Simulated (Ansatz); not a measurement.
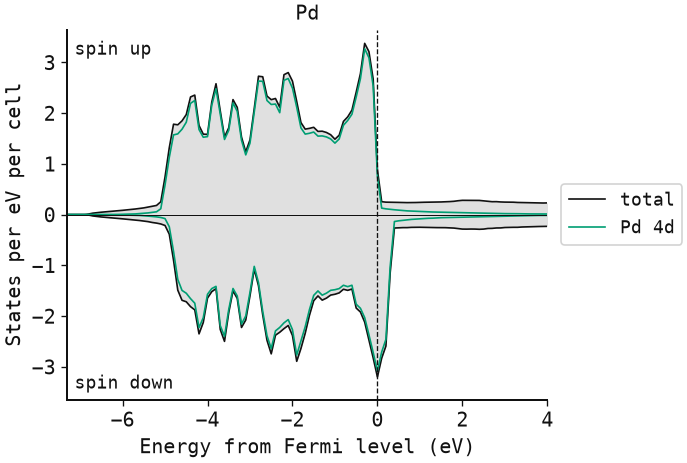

Write a caption that states what the plot shows.

Density of states of Pd, space group P6_3/mmc, 2 atoms in the cell. Level of theory: DFT PBE, scalar-relativistic, plane waves, PAW, spin-polarised, 18×18×10 k mesh, Gaussian smearing of 0.1 eV; code Ansatz. Energies are counted from the Fermi level. The partial curves are projected on Löwdin-orthogonalised atomic shells; they sum to less than the total at higher energies, where shells without a projector contribute. Spin-down states are drawn negative.

It is a metal. The density of states at the Fermi level isn't well fixed here: it changes fast, and within 0.3 eV it runs from 1.4 to 5.7 per eV and cell. The two spin channels differ: the cell has a net moment of 0.7 μB, with spin up in the majority. Over the range shown, the centre of the Pd 4d weight lies 2.2 eV below the Fermi level, and the shell is essentially full. The centres of the two spins are 0.2 eV apart (the exchange splitting).
